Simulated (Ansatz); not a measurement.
A periodic structure is given below.

```
O Sn
1.0
     4.82652   -4.82837    0.00000
     4.82652    4.82837    0.00000
    -4.82652    0.00000    6.47633
O Sn
17 7
Direct
  0.80355 0.68614 0.50524
  0.59323 0.41593 0.25262
  0.84881 0.67072 0.76398
  0.11672 0.93163 0.25258
  0.37182 0.18705 0.76304
  0.98121 0.68285 0.50634
  0.30921 0.99358 0.00562
  0.55371 0.23696 0.50793
  0.81122 0.49532 0.01061
  0.39479 0.76340 0.50789
  0.70639 0.01653 0.02021
  0.94600 0.25918 0.50796
  0.19443 0.50444 0.99616
  0.63531 0.81368 0.25149
  0.89121 0.07018 0.76413
  0.12683 0.32206 0.25776
  0.37627 0.57233 0.75771
  0.00000 0.00000 0.00000
  0.25166 0.25097 0.50762
  0.50726 0.50781 0.01496
  0.62757 0.11376 0.26442
  0.87122 0.35747 0.75187
  0.13449 0.61858 0.23860
  0.40426 0.88825 0.77738
```

**Give a crystallographic description of this input.**

This is Sn₇O₁₇. Apart from translations it has no symmetry (space group P1). Atoms per cell: 24 (7 Sn, 17 O).

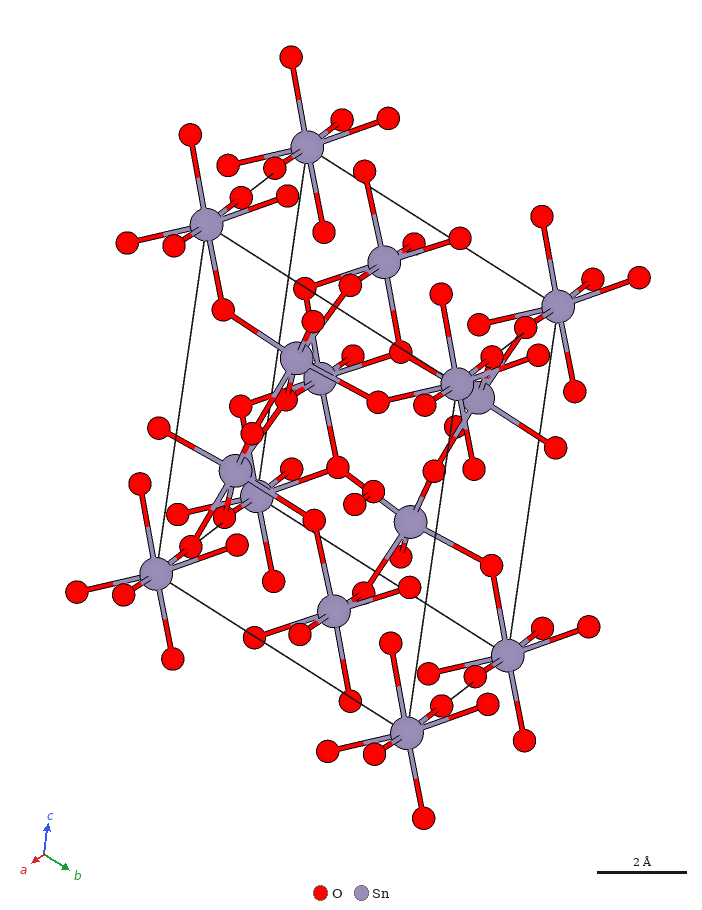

The image is a ball-and-stick drawing of a crystal, viewed slightly off an axis. Atoms at the boundary of the simulation cell (the box) are drawn once for each face, edge or corner they touch. Some neighbours outside the box are added.

The cell started as a structure listed in the Materials Project, repeated into a supercell with a point defect put in. The atoms were relaxed in a fixed cell with DFT PBE, scalar-relativistic, plane waves, PAW in Ansatz.
